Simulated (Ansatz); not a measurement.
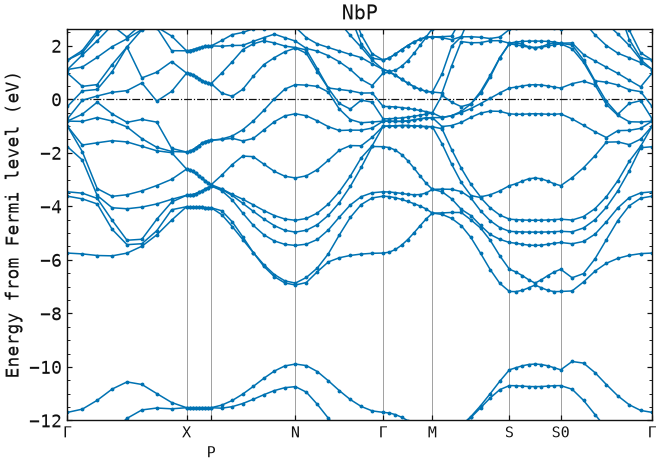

Band structure. Energies are counted from the Fermi level. The path runs straight from each named point to the next.

What lattice type does the k path imply?

A body-centred tetragonal lattice: the path Γ–X–P–N–Γ–M–S–S0–Γ runs through the special points of its Brillouin zone.

System: NbP, space group I4_1/amd (No. 141), 4 atoms in the cell.

```
Nb P
1.0
    -1.66250    1.66250    5.69000
     1.66250   -1.66250    5.69000
     1.66250    1.66250   -5.69000
Nb P
2 2
Direct
  0.00000 0.00000 0.00000
  0.75000 0.25000 0.50000
  0.50000 0.50000 0.00000
  0.25000 0.75000 0.50000
```

Ansatz 0.2.0; DFT, PBE, PAW with Ansatz's default frozen-core files, scalar-relativistic, no spin polarisation, 13×13×17 k mesh, 420 eV cutoff, Fermi-Dirac smearing of 0.05 eV.

Does this material conduct, going by its bands?

A metal: 3 bands cross the Fermi level along this path.

Which levels at M lie nearest to the Fermi level?

At M the nearest levels lie 0.51 eV below and 0.27 eV above the Fermi level.

On which lines of the path do bands cross the Fermi level?

Bands cross the Fermi level on Γ–X, P–N, N–Γ, M–S and S0–Γ, and not on X–P, Γ–M and S–S0.

The cell is at 19 GPa in this functional.
